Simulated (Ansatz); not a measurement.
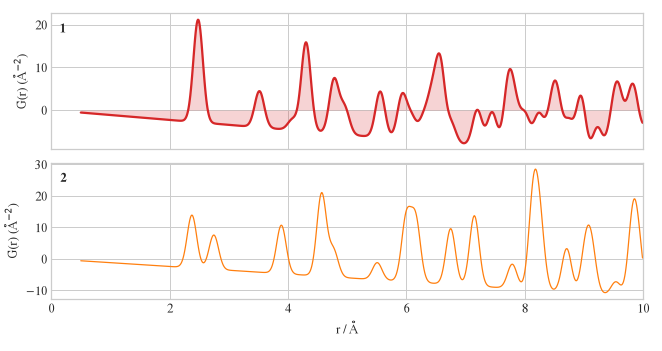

Simulated X-ray pair distribution function, G(r) = R(r)/r − 4πρ₀r, summed over the atomic distances of the structure with each pair weighted by the product of the atomic numbers (X-ray weights at Q = 0); every distance is a Gaussian of σ = 0.08 Å. No termination ripples are included.

Candidate polymorphs:

A. 
```xyz
2
Lattice="2.4824 0.0000 0.0000 -1.2412 2.1499 0.0000 0.0000 0.0000 4.0826" Properties=species:S:1:pos:R:3 pbc="T T T"
Ni    0.0000    1.4332    1.0207
Ni    1.2412    0.7166    3.0620
```

B. 
```cif
data_structure
_symmetry_space_group_name_H-M 'Im-3m'
_symmetry_Int_Tables_number 229
_cell_length_a 2.7537
_cell_length_b 2.7537
_cell_length_c 2.7537
_cell_angle_alpha 90.000
_cell_angle_beta 90.000
_cell_angle_gamma 90.000
_cell_volume 20.88
loop_
_atom_site_label
_atom_site_type_symbol
_atom_site_symmetry_multiplicity
_atom_site_Wyckoff_symbol
_atom_site_fract_x
_atom_site_fract_y
_atom_site_fract_z
_atom_site_occupancy
Ni1 Ni 2 a 0.00000 0.00000 0.00000 1
```

Origins: A, the end point of a relaxation with DFT, PBE, plane waves (420 eV) with PAW, scalar-relativistic (Ansatz 0.2.0); the starting structure was generated, so it need not be a known form of this composition; B, coordinates from a relaxation with DFT, r2SCAN, plane waves (500 eV) with PAW, scalar-relativistic in Ansatz 0.2.0; the starting structure was generated, so it need not be a known form of this composition.

> Which PDF belongs to which candidate?

curve 1 is A (Ni, first clear peaks at 2.48 Å (Ni–Ni) and 3.52 Å (Ni–Ni)); curve 2 is B (Ni, first clear peaks at 2.38 Å (Ni–Ni) and 2.75 Å (Ni–Ni)).
